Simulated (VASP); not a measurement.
**Energy of CoO along an even scaling of the cell**

System: CoO (4 atoms in the cell).
Method: Kohn-Sham DFT of a periodic cell, PBE, VASP PAW PBE potentials, recommended, spin-polarised (VASP 6.6.1).

The 7 runs differ only in the geometry, by an even scaling of the cell at fixed fractional positions. The structure derives from a Materials Project entry.

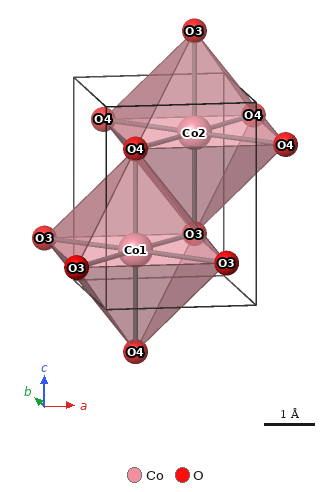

Figure 1. The structure of run 4 (polyhedral view of the reduced cell, seen slightly off an axis; polyhedra are completed across the faces of the cell; atoms are numbered from 1 in the order of the input).

**INCAR of run 4**
```
PREC     = Accurate       # precision mode
ENCUT    = 520            # plane-wave cutoff, eV
EDIFF    = 1E-7           # SCF threshold, eV
ISMEAR   = -1             # smearing method
SIGMA    = 0.05           # smearing width, eV
LREAL    = F              # projectors in reciprocal space
LASPH    = T              # aspherical terms in the spheres
NELM     = 120            # most SCF steps
ALGO     = Normal         # electronic algorithm
ISIF     = 2              # what is computed and relaxed
LWAVE    = F              # write WAVECAR
LCHARG   = T              # write CHGCAR
ISPIN    = 2              # spin polarisation
MAGMOM   = 2 2 0 0        # initial moments
LORBIT   = 11             # projections on sites
LMAXMIX  = 4              # l up to which the mixer works
GGA      = PE             # functional
LELF     = T              # ELF
LVHAR    = T            
NBANDS   = 27             # bands
```

**KPOINTS of run 4**
```
regular mesh
0
Gamma
  12 6 9
```

**POSCAR of run 4**
```
CoO
1.0
    3.0811340847      0.0000000000      0.0000000000
    0.0000000000      4.2013857869      0.0000000000
   -2.8777095433      0.0000000000      3.0785743829
Co O
2 2
Direct
    0.0000000000      0.2519510000      0.2500000000
    0.0000000000      0.7480490000      0.7500000000
    0.0000000000      0.2493930000      0.7500000000
    0.0000000000      0.7506070000      0.2500000000
```

Command:
```bash
cat potpaw_PBE.64/Co/POTCAR potpaw_PBE.64/O/POTCAR > POTCAR
mpirun -np 1 vasp_std > vasp.out
```

Run 6 has the same physical settings and fractional positions; its lattice vectors (Å) are:
```
   3.121680    0.000000    0.000000
   0.000000    4.256674    0.000000
  -2.915578    0.000000    3.119087
```

**Results, with one run withheld**

| run | volume per atom (Å³) | free energy per atom, from the lowest run given (meV) | pressure (GPa) |
| --- | --- | --- | --- |
| 1 | 9.365 | 3.25 | 4.22 |
| 2 | 9.565 | 0.00 | 0.64 |
| 3 | 9.764 | 1.06 | −2.75 |
| 4 | 9.963 | 6.19 | −5.92 |
| 5 | 10.162 | 15.13 | −8.82 |
| 6 | 10.362 | ? | ? |
| 7 | 10.561 | 42.94 | −13.70 |

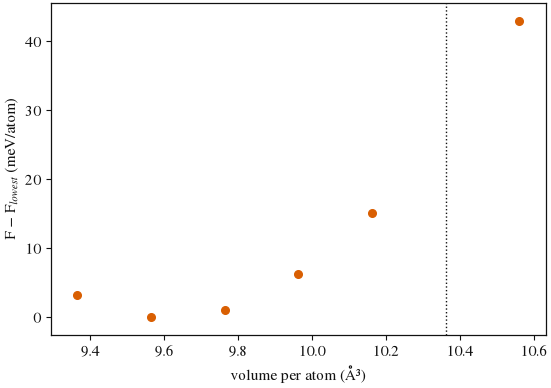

Figure 2. Free energy per atom of the runs given; the dotted line marks run 6.

What should run 6 give?

A cubic polynomial in V^(−2/3) (the Birch–Murnaghan form), fitted to the 6 runs given, misses them by at most 0.04 meV per atom. With x = V^(−2/3) − 0.21713 Å⁻², it reads F = 3.7106 − 1905.8 x + 2.3716e+05 x² − 5.5444e+05 x³ (meV per atom). At run 6 it gives 27.47 meV per atom, and the run itself gives 27.50. The slope of the fit gives a pressure −dF/dV of −11.22 GPa there, and the run prints −11.40 GPa. The two needn't agree exactly: the fit is approximate, and the printed stress is taken on a finite basis. The fit has its minimum at 9.612 Å³ per atom, where V d²F/dV² gives 167 GPa. Cell shape and fractional positions are held, so this is the stiffness under even scaling; the relaxed bulk modulus wasn't computed.

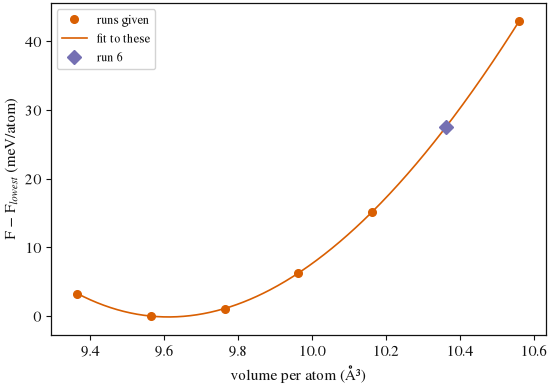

Figure 3. The fit and the withheld run.

**OSZICAR and lines of OUTCAR (run 6)**
```
N       E                     dE             d eps       ncg     rms          rms(c)
DAV:   1     0.243070000648E+03    0.24307E+03   -0.14064E+04 23976   0.137E+03
DAV:   2    -0.520331465853E+01   -0.24827E+03   -0.22214E+03 24514   0.314E+02
DAV:   3    -0.305357104472E+02   -0.25332E+02   -0.23725E+02 26305   0.111E+02
DAV:   4    -0.310669537368E+02   -0.53124E+00   -0.52910E+00 26053   0.167E+01
DAV:   5    -0.310793683879E+02   -0.12415E-01   -0.12413E-01 31198   0.241E+00    0.229E+01
DAV:   6    -0.295426489698E+02    0.15367E+01   -0.34926E+01 30133   0.837E+01    0.325E+01
DAV:   7    -0.262264160543E+02    0.33162E+01   -0.17392E+01 28566   0.711E+01    0.111E+01
DAV:   8    -0.260544566107E+02    0.17196E+00   -0.14191E+00 32800   0.138E+01    0.550E+00
DAV:   9    -0.261197796206E+02   -0.65323E-01   -0.74376E-01 36172   0.148E+01    0.468E+00
DAV:  10    -0.260116591995E+02    0.10812E+00   -0.25986E-01 33241   0.957E+00    0.130E+00
DAV:  11    -0.260013816490E+02    0.10278E-01   -0.84026E-02 34571   0.301E+00    0.525E-01
DAV:  12    -0.260082196920E+02   -0.68380E-02   -0.31226E-02 33382   0.139E+00    0.537E-01
DAV:  13    -0.260083811068E+02   -0.16141E-03   -0.17077E-03 32111   0.654E-01    0.393E-01
DAV:  14    -0.260074194063E+02    0.96170E-03   -0.97048E-04 34455   0.601E-01    0.221E-01
DAV:  15    -0.260070232406E+02    0.39617E-03   -0.95492E-04 34919   0.527E-01    0.538E-02
DAV:  16    -0.260070492066E+02   -0.25966E-04   -0.18126E-04 32076   0.150E-01    0.377E-02
DAV:  17    -0.260070581789E+02   -0.89723E-05   -0.37682E-05 35344   0.396E-02    0.356E-02
DAV:  18    -0.260070578779E+02    0.30104E-06   -0.11197E-06 25244   0.990E-03    0.359E-02
DAV:  19    -0.260070586160E+02   -0.73808E-06   -0.16005E-07 19151   0.952E-03    0.378E-02
DAV:  20    -0.260070531449E+02    0.54711E-05   -0.13543E-05 31513   0.820E-02    0.182E-02
DAV:  21    -0.260070539519E+02   -0.80697E-06   -0.61530E-06 34195   0.346E-02    0.831E-03
DAV:  22    -0.260070539874E+02   -0.35541E-07   -0.18969E-06 34715   0.177E-02    0.335E-03
DAV:  23    -0.260070540484E+02   -0.60982E-07   -0.58349E-07 17433   0.560E-03
   1 F= -.26007054E+02 E0= -.25973386E+02  d E =-.673357E-01  mag=     5.8680
[... from OUTCAR:]
  free energy    TOTEN  =       -26.00705405 eV
  energy without entropy =      -25.93971832  energy(sigma->0) =      -25.97338619
 E-fermi :   6.9660     XC(G=0): -12.0048     alpha+bet :-12.8951
  free  energy   TOTEN  =       -26.0070540484 eV
  energy  without entropy=      -25.9397183222  energy(sigma->0) =      -25.97338619
```
